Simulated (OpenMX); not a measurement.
## A series of single points on Cu$_{2}$O

System: Cu$_{2}$O (6 atoms in the cell).
Method: Kohn-Sham DFT of a periodic cell, PBE, OpenMX 2013 PBE set, no spin polarisation (OpenMX 3.8.5).

The 7 runs differ only in the geometry, by an even scaling of the cell at fixed fractional positions. The structure derives from an entry of the Crystallography Open Database.

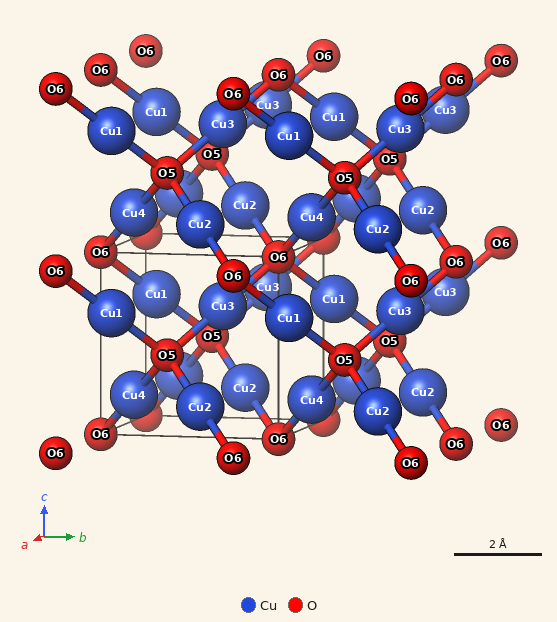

Figure 1. The structure of run 4 (ball-and-stick view of the cell of the calculation, repeated 2 × 2 × 2, seen slightly off an axis; atoms are numbered from 1 in the order of the input). An atom can appear more than once, as a periodic image.

### Input of run 4
```
System.CurrrentDirectory             ./
System.Name                          Cu2O
DATA.PATH                            ./DFT_DATA13
level.of.stdout                      1
level.of.fileout                     0
Species.Number                       2
<Definition.of.Atomic.Species
  Cu  Cu6.0H-s2p2d1          Cu_PBE13H
  O   O6.0-s2p2              O_PBE13
Definition.of.Atomic.Species>

Atoms.Number                         6
Atoms.SpeciesAndCoordinates.Unit     FRAC
<Atoms.SpeciesAndCoordinates
    1  Cu    0.7500000000    0.2500000000    0.7500000000   9.500  9.500
    2  Cu    0.7500000000    0.7500000000    0.2500000000   9.500  9.500
    3  Cu    0.2500000000    0.7500000000    0.7500000000   9.500  9.500
    4  Cu    0.2500000000    0.2500000000    0.2500000000   9.500  9.500
    5  O     0.5000000000    0.5000000000    0.5000000000   3.000  3.000
    6  O     0.0000000000    0.0000000000    0.0000000000   3.000  3.000
Atoms.SpeciesAndCoordinates>

Atoms.UnitVectors.Unit               Ang
<Atoms.UnitVectors
     4.2600000000    0.0000000000    0.0000000000
     0.0000000000    4.2600000000    0.0000000000
     0.0000000000    0.0000000000    4.2600000000
Atoms.UnitVectors>

scf.XcType                           GGA-PBE
scf.SpinPolarization                 off
scf.ElectronicTemperature            580.226
scf.energycutoff                     500.0
scf.maxIter                          100
scf.EigenvalueSolver                 band
scf.Kgrid                            7 7 7
scf.Mixing.Type                      rmm-diisk
scf.Init.Mixing.Weight               0.05
scf.Min.Mixing.Weight                0.001
scf.Max.Mixing.Weight                0.3
scf.Mixing.History                   25
scf.Mixing.StartPulay                8
scf.criterion                        1.0e-8
scf.stress.tensor                    on
MD.Type                              nomd
Band.dispersion                      on
Band.Nkpath                          6
<Band.kpath
   16   0.000000  0.000000  0.000000    0.000000  0.500000  0.000000  G X
   16   0.000000  0.500000  0.000000    0.500000  0.500000  0.000000  X M
   22   0.500000  0.500000  0.000000    0.000000  0.000000  0.000000  M G
   27   0.000000  0.000000  0.000000    0.500000  0.500000  0.500000  G R
   22   0.500000  0.500000  0.500000    0.000000  0.500000  0.000000  R X
   16   0.500000  0.500000  0.000000    0.500000  0.500000  0.500000  M R
Band.kpath>
```

Command:
```bash
openmx Cu2O.dat -nt 1 > Cu2O.std
```

Run 5 has the same physical settings and fractional positions; its lattice vectors (Å) are:
```
   4.288213    0.000000    0.000000
   0.000000    4.288213    0.000000
   0.000000    0.000000    4.288213
```

### Results, with one run withheld

| run | volume per atom (Å³) | free energy per atom, from the lowest run given (meV) | gap on the mesh (eV) |
| --- | --- | --- | --- |
| 1 | 12.112 | 56.22 | 0.94 |
| 2 | 12.369 | 34.91 | 0.87 |
| 3 | 12.627 | 19.66 | 0.81 |
| 4 | 12.885 | 9.01 | 0.75 |
| 5 | 13.142 | ? | ? |
| 6 | 13.400 | 0.00 | 0.65 |
| 7 | 13.658 | 0.91 | 0.60 |

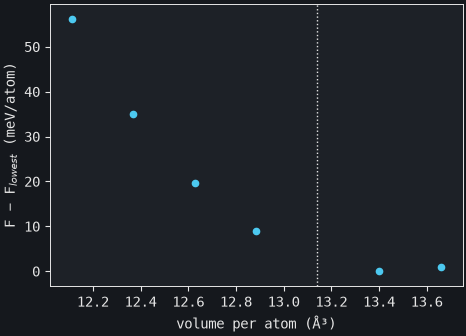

Figure 2. Free energy per atom of the runs given; the dotted line marks run 5.

What should run 5 give?

A cubic polynomial in V^(−2/3) (the Birch–Murnaghan form), fitted to the 6 runs given, misses them by at most 0.18 meV per atom. With x = V^(−2/3) − 0.18254 Å⁻², it reads F = 11.108 + 3847.3 x + 3.4428e+05 x² + 1.873e+06 x³ (meV per atom). At run 5 it gives 2.66 meV per atom, and the run itself gives 2.31. The fit has its minimum at 13.466 Å³ per atom, where V d²F/dV² gives 103 GPa: the bulk modulus at this level, since symmetry fixes the shape and the positions. The gap on the mesh goes, without turning, from 0.94 eV in run 1 to 0.60 eV in run 7; run 5 has 0.70 eV. These are gaps of this functional on this mesh, which can miss the band edges; they aren't the measured gap.

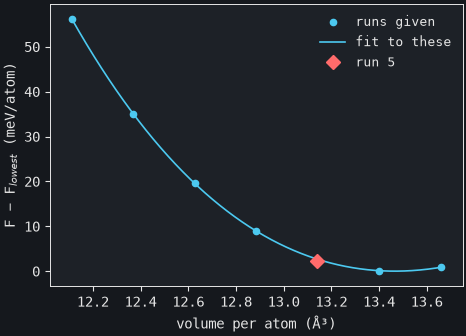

Figure 3. The fit and the withheld run.

### Some lines of the output (run 5)
```
[...]
  Cell_Volume =    532.139474471953 (Bohr^3)
        Total energy (Hartree) at MD = 1
   kloop=0
   kloop=1
   kloop=171
```

Notes: With a small basis of atomic orbitals these values can differ much from converged plane-wave results.
